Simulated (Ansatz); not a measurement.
**Two runs on C**

System: C (2 atoms in the cell).
Method of the first run: Kohn-Sham DFT of a periodic cell, LDA, all-electron LAPW, scalar-relativistic, no spin polarisation (Ansatz 0.2.0).

The structure derives from an entry of the Crystallography Open Database. Text and figures count atoms from 1; the logs count them from 0 in places.

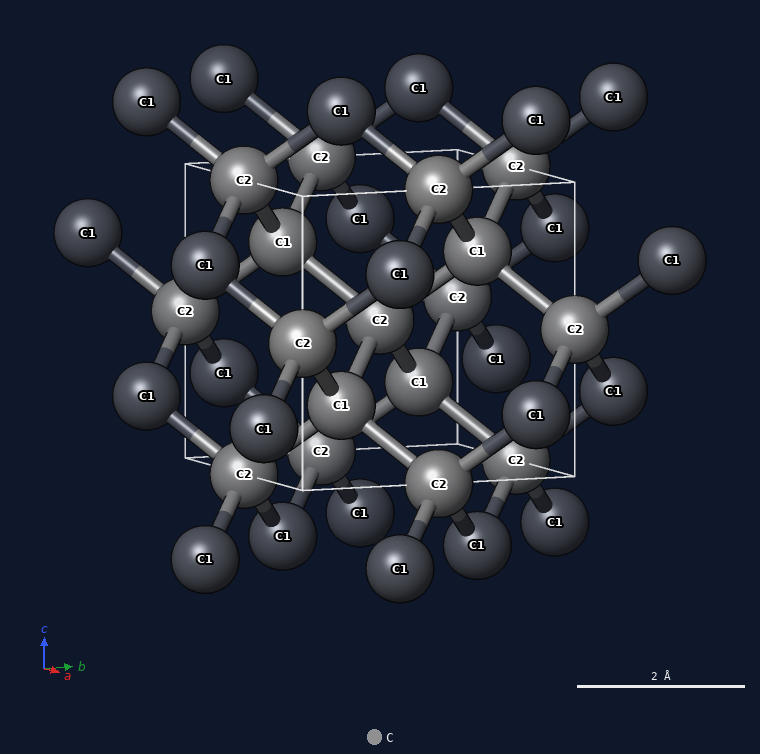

**Figure 1.** The input geometry (ball-and-stick view of the cell 4 times as large as that of the calculation, set on its symmetry axes, seen slightly off an axis; neighbours outside the cell are drawn fainter; atoms are numbered from 1 in the order of the input).

### The input, the first run
```yaml
crystal:
  lattice:
    - [0.0, 1.78337, 1.78337]
    - [1.78337, 0.0, 1.78337]
    - [1.78337, 1.78337, 0.0]
  atoms:
    - { symbol: C, position: [0.75, 0.75, 0.75] }
    - { symbol: C, position: [0.5, 0.5, 0.5] }
kpoints:
  mp_grid: { grid: [13, 13, 13] }
scf:
  occupations: { method: fermi_dirac, width: 0.05 }
hamiltonian:
  xc: lda
  pseudopotentials: { kind: all_electron, lapw: { basis_error: 0.001 } }
output:
  forces: true
  stress: true
relax:
  f_tol: 0.005
  max_steps: 60
  cell: {}
```

Launched with:
```bash
ansatz run input.yaml --threads 1 --pin off --max-ram 3072MiB --backend cpu --events-out ev --progress --plain --runs-dir out
```

Hardware: 1 thread of Intel Xeon (Sapphire Rapids), 16 GiB of memory available, shared host.

### Output, shortened to warnings, some set-up lines, iterations and results (the first run)
```
Basis set: ecut = 479.0661825780903 eV, 283 PW (Γ), exchange–correlation at level 2
Symmetry: 48 space group operations
k-points: 84 of 2197
Initial density: superposition of atomic densities (chi_scale 0.1, normalization cell)
[...]
SCF iter   1: F=—  HF=-2058.664308 eV  |F-HF|=—  |Δ(HF+E_count)|=         —  Δρ=1.39e-1  dr2=1.58e0  ethr=1.32e-2  ⟨swp⟩=2.0  Hψ=6200  notcnv=0
SCF iter   2: F=—  HF=-2057.985331 eV  |F-HF|=—  |Δ(HF+E_count)|=   6.79e-1  Δρ=5.30e-2  dr2=2.10e-1  ethr=1.32e-2  ⟨swp⟩=2.9  Hψ=2323  notcnv=0
SCF iter   3: F=—  HF=-2057.899187 eV  |F-HF|=—  |Δ(HF+E_count)|=   8.61e-2  Δρ=4.47e-3  dr2=6.13e-4  ethr=5.14e-6  ⟨swp⟩=2.6  Hψ=4378  notcnv=0
SCF iter   4: F=—  HF=-2057.898974 eV  |F-HF|=—  |Δ(HF+E_count)|=   2.14e-4  Δρ=2.92e-4  dr2=3.14e-6  ethr=5.10e-6  ⟨swp⟩=2.0  Hψ=1848  notcnv=0
SCF iter   5: F=-2057.898974 eV  HF=-2057.898974 eV  |F-HF|=6.50e-10  |Δ(HF+E_count)|=   2.96e-7  Δρ=1.80e-5  dr2=1.33e-8  ethr=2.62e-8  ⟨swp⟩=2.0  Hψ=1853  notcnv=0
[... 16 lines ...]
relax step   4: F+E_penalty+E_count = -2057.91255486 eV  Δ(F+E_penalty+E_count) = -3.432e-6 eV  max|allowed force component| = 1.018e-16 eV/Å  Δτ_max = 0.0000 Å  P = +0.003 …
SCF iter   1: F=—  HF=-2057.912555 eV  |F-HF|=—  |Δ(HF+E_count)|=         —  Δρ=2.84e-5  dr2=3.38e-8  ethr=2.82e-10  ⟨swp⟩=3.0  Hψ=4354  notcnv=0
SCF iter   2: F=-2057.912555 eV  HF=-2057.912555 eV  |F-HF|=2.27e-9  |Δ(HF+E_count)|=   1.81e-8  Δρ=1.19e-5  dr2=4.60e-9  ethr=2.81e-10  ⟨swp⟩=2.4  Hψ=1899  notcnv=0
SCF 5 converged in 2 iterations: F = -2057.912555 eV  dr2 = 4.60e-9
relax step   5: F+E_penalty+E_count = -2057.91255479 eV  Δ(F+E_penalty+E_count) = +7.480e-8 eV  max|allowed force component| = 1.434e-16 eV/Å  Δτ_max = 0.0000 Å  P = -0.002 …
basis re-selected at this cell: Δ(F+E_penalty+E_count) = +7.480e-8 eV, ΔP = -0.005 GPa vs the last step (what re-selecting the basis moved, after the strain that the cell walked since its last selection, with what the two solves' SCF thresholds leave and, on support functions, any second-order …
SCF converged after 2 iterations
Free energy (F): -2057.912555 eV
Harris-Foulkes:  -2057.912555 eV  (|F-HF|=2.27e-9)
Internal energy: -2057.912555 eV  (E = F + TS)
E sigma→0 (E₀):  -2057.912555 eV
Fermi energy:    15.987203 eV
--- Per-component energies (eV) ---
  E_band       = -956.936403
  E_kinetic    = 2045.571078
  E_xc         = -279.402392
  E_electrostatic = -3824.081241  (all electrons and nuclei)
  E_smearing   = -0.000000  (= −TS)
  E_closure    = 0.000000  (closes the sum)
  E_atoms      = -2037.620897  (free atoms, spherical and without spin; not in F)
  Σ components = -2057.912555   (vs F -2057.912555, Δ=0.00e0)
  Basis errors (estimates in eV, not in F): energy 5.9e-4 per atom: plane waves 5.8e-4 (3.7e-4 summed), levels above the bands 3.5e-81, relativity 6.7e-9, radial functions 6.6e-6, core shells 0.0e0; eigenvalues (radial functions only) 1.0e-6; not estimated: angular momenta, meshes, grids; target …
--- Forces (eV/Å), atoms counted from 1 ---
  atom   1  C     -0.00000000     0.00000000     0.00000000
  atom   2  C      0.00000000    -0.00000000    -0.00000000
  max |Σ_I F_I| component: 3.24e-17 eV/Å
--- Stress (GPa, compression-positive) ---
       -0.001729       0.000000       0.000000
        0.000000      -0.001729      -0.000000
        0.000000      -0.000000      -0.001729
  P = ⅓ Tr σ = -0.0017 GPa (-0.017 kbar)
--- Relaxed structure (4 steps of the walk, 4 accepted, 1 SCFs on fresh bases) ---
  F+E_penalty+E_count = -2057.91255479 eV   max|allowed force component| = 1.434e-16 eV/Å   (the final SCF, on the basis selected at the relaxed cell)
  cell:  # Å, volume = 11.0162 Å³
    - [8.080941583420348e-35, 1.7660397971537969, 1.7660397971537969]
    - [1.7660397971537969, -1.3076794631298447e-34, 1.7660397971537969]
    - [1.7660397971537969, 1.7660397971537969, -9.195554215616258e-35]
  atoms:
    - { symbol: C, position: [0.7500000000000001, 0.7500000000000001, 0.7500000000000001] }
    - { symbol: C, position: [0.5, 0.5, 0.5] }
```

The input of the second run differs as follows (lines with − go, lines with + come):
```diff
-  mp_grid: { grid: [13, 13, 13] }
+  mp_grid: { grid: [10, 10, 10] }
-relax:
-  f_tol: 0.005
-  max_steps: 60
-  cell: {}
+elastic:
+  mode: relaxed_ion
+  stencil: two_point
```

What does this change do to the results?

The free energy of the second run is 6.8 meV per atom higher, which measures how much it depends on this numerical setting. The pressure goes from 0.00 to −12.98 GPa. The volume per atom goes from 5.51 to 5.67 Å³. The irreducible k-points go from 84 to 47. On the same kind of shared host the second run took about 4.2 times as long.

### Output, shortened to warnings, some set-up lines, iterations and results (the second run)
```
Basis set: ecut = 479.0661825780903 eV, 283 PW (Γ), exchange–correlation at level 2
Symmetry: 48 space group operations
k-points: 47 of 1000
Initial density: superposition of atomic densities (chi_scale 0.1, normalization cell)
[...]
SCF iter   1: F=—  HF=-2058.664254 eV  |F-HF|=—  |Δ(HF+E_count)|=         —  Δρ=1.39e-1  dr2=1.58e0  ethr=1.32e-2  ⟨swp⟩=2.0  Hψ=3470  notcnv=0
SCF iter   2: F=—  HF=-2057.985251 eV  |F-HF|=—  |Δ(HF+E_count)|=   6.79e-1  Δρ=5.30e-2  dr2=2.10e-1  ethr=1.32e-2  ⟨swp⟩=2.9  Hψ=1301  notcnv=0
SCF iter   3: F=—  HF=-2057.899099 eV  |F-HF|=—  |Δ(HF+E_count)|=   8.62e-2  Δρ=4.47e-3  dr2=6.12e-4  ethr=5.14e-6  ⟨swp⟩=2.6  Hψ=2449  notcnv=0
SCF iter   4: F=—  HF=-2057.898885 eV  |F-HF|=—  |Δ(HF+E_count)|=   2.14e-4  Δρ=2.92e-4  dr2=3.15e-6  ethr=5.10e-6  ⟨swp⟩=2.0  Hψ=1034  notcnv=0
SCF iter   5: F=—  HF=-2057.898886 eV  |F-HF|=—  |Δ(HF+E_count)|=   2.91e-7  Δρ=1.80e-5  dr2=1.33e-8  ethr=2.63e-8  ⟨swp⟩=2.0  Hψ=1037  notcnv=0
[... 57 lines ...]
SCF 10 converged in 5 iterations: F = -2057.898808 eV  dr2 = 3.44e-16
relax step   2: F+E_penalty+E_count = -2057.89880779 eV  Δ(F+E_penalty+E_count) = -3.475e-7 eV  max|allowed force component| = 3.917e-7 eV/Å  Δτ_max = 0.0001 Å  (5 SCF iters, …
SCF iter   1: F=—  HF=-2057.898808 eV  |F-HF|=—  |Δ(HF+E_count)|=         —  Δρ=5.10e-9  dr2=3.33e-16  ethr=2.16e-12 (applied; sched 1.00e-12)  ⟨swp⟩=5.6  Hψ=9033  notcnv=0
SCF iter   2: F=-2057.898808 eV  HF=-2057.898808 eV  |F-HF|=0.00e0  |Δ(HF+E_count)|=   1.28e-9  Δρ=2.57e-9  dr2=8.53e-17  ethr=1.22e-12 (applied; sched 1.00e-12)  ⟨swp⟩=2.0  …
SCF 11 converged in 2 iterations: F = -2057.898808 eV  dr2 = 8.53e-17
SCF converged after 7 iterations
Free energy (F): -2057.898886 eV
Harris-Foulkes:  -2057.898886 eV  (|F-HF|=1.46e-11)
Internal energy: -2057.898886 eV  (E = F + TS)
E sigma→0 (E₀):  -2057.898886 eV
Fermi energy:    15.421993 eV
--- Per-component energies (eV) ---
  E_band       = -962.297962
  E_kinetic    = 2042.832809
  E_xc         = -278.678371
  E_electrostatic = -3822.053323  (all electrons and nuclei)
  E_smearing   = -0.000000  (= −TS)
  E_closure    = 0.000000  (closes the sum)
  E_atoms      = -2037.620897  (free atoms, spherical and without spin; not in F)
  Σ components = -2057.898886   (vs F -2057.898886, Δ=0.00e0)
  Basis errors (estimates in eV, not in F): energy 5.9e-4 per atom: plane waves 5.9e-4 (3.8e-4 summed), levels above the bands 1.8e-130, relativity 6.2e-9, radial functions 6.1e-6, core shells 0.0e0; eigenvalues (radial functions only) 9.9e-7; not estimated: angular momenta, meshes, grids; target …
--- Forces (eV/Å), atoms counted from 1 ---
  atom   1  C     -0.00000000     0.00000000    -0.00000000
  atom   2  C     -0.00000000     0.00000000     0.00000000
  max |Σ_I F_I| component: 1.11e-16 eV/Å
--- Stress (GPa, compression-positive) ---
      -12.984965       0.000000      -0.000000
        0.000000     -12.984965       0.000000
       -0.000000       0.000000     -12.984965
  P = ⅓ Tr σ = -12.9850 GPa (-129.850 kbar)
--- Elastic constants: 2 strain directions × 2 members + reference (group order 48) ---
  dense FFT box of the reference and of every strained cell: 20×20×20
  strains applied: 11, 23; error gains: componentwise 1.00 (the most a stress slope's error grows in a printed constant), spectral 1.73 (1 for all six strains in a standard setting)
  C = ∂σ_k/∂η_j (tension-positive GPa; Voigt order 11 22 33 23 13 12):
      1038.059    109.983    109.983      0.000      0.000     -0.000
       109.983   1038.059    109.983     -0.000     -0.000      0.000
       109.983    109.983   1038.059     -0.000     -0.000      0.000
         0.000     -0.000     -0.000    555.570     -0.000     -0.000
        -0.000     -0.000      0.000      0.000    555.570     -0.000
         0.000     -0.000      0.000     -0.000      0.000    555.570
  reference stress σ⁰ (GPa):     12.985     12.985     12.985     -0.000      0.000     -0.000
  no Pulay correction (none for the plane-wave cutoff is built on LAPW): the batch's stresses and constants are at fixed plane waves
[...]
```

### The two runs side by side

| quantity | the first run | the second run |
| --- | --- | --- |
| outcome | converged | converged |
| free energy per atom (eV) | −1028.9563 | −1028.9494 |
| pressure (GPa) | 0.00 | −12.98 |
| volume per atom (Å³) | 5.51 | 5.67 |
| largest force (eV/Å) | 0.000 | 0.000 |
| SCF iterations | 16 | – |
| irreducible k-points | 84 | 47 |
| gap on the mesh (eV) | – | 4.14 |
| wall time (shared host) | 8.6 s | 36 s |

For the second run: The cell is under a tension of 13.0 GPa at this level, so it is not at its equilibrium volume.
